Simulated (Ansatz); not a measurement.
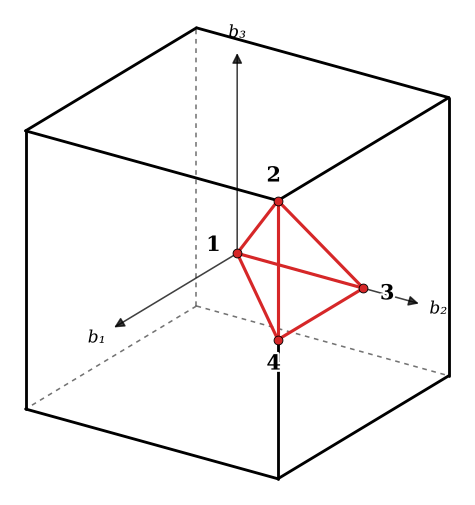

Crystal: B, the end point of a relaxation with DFT, LDA (PW92), plane waves (420 eV) with PAW, scalar-relativistic in Ansatz; the starting structure was generated, so it need not be a known form of this composition. The first Brillouin zone of a simple cubic lattice (cP; extended symbol cP2) is drawn with its special points numbered. The drawing is computed from the coordinates (standard cell, symmetry found to 0.002 Å).

a = 1.864 Å, b = 1.864 Å, c = 1.864 Å, α = 90.00°, β = 90.00°, γ = 90.00°.

Labels and path follow the convention of Hinuma et al. (2017), as computed by seekpath; the arrows show the directions of the reciprocal primitive vectors b₁, b₂, b₃, in which coordinates are given.

> Give the label and coordinates of each numbered point.

```json
{"no.": "1", "label": "Γ", "coordinates": "(0, 0, 0)"}
{"no.": "2", "label": "R", "coordinates": "(1/2, 1/2, 1/2)"}
{"no.": "3", "label": "X", "coordinates": "(0, 1/2, 0)"}
{"no.": "4", "label": "M", "coordinates": "(1/2, 1/2, 0)"}
```
